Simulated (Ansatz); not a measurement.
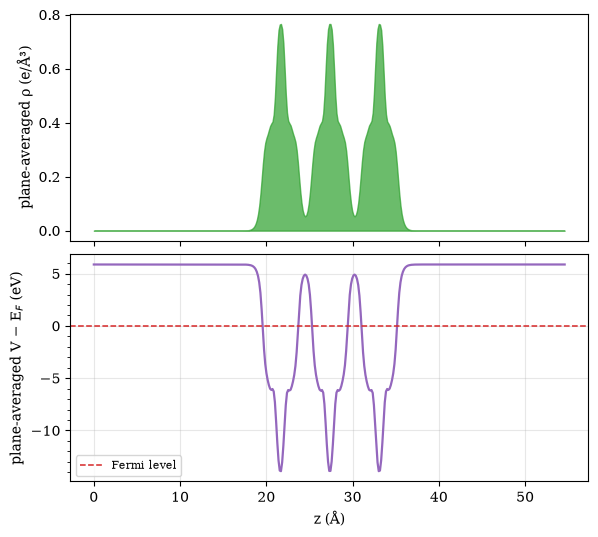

The picture shows: ZrS₂ (slab). Plane average of the electrostatic potential (local pseudopotential plus Hartree) felt by an electron and of the valence charge density (pseudo) across the slab.

The calculation used Ansatz, DFT PBE+D3(BJ), scalar-relativistic, plane waves, PAW.

The density is the valence pseudo-density of a PAW calculation; it isn't the true density close to the nuclei.

Q: How far above the Fermi level of the calculation is the vacuum level?

A: 5.9 eV. The slab has a gap, so the Fermi level lies inside it and this isn't a work function in the metallic sense.

Q: What are the slab's thickness and the vacuum gap?

A: The outermost nuclei are 14.4 Å apart, in 9 atomic planes; the vacuum between periodic images is 40.3 Å wide.
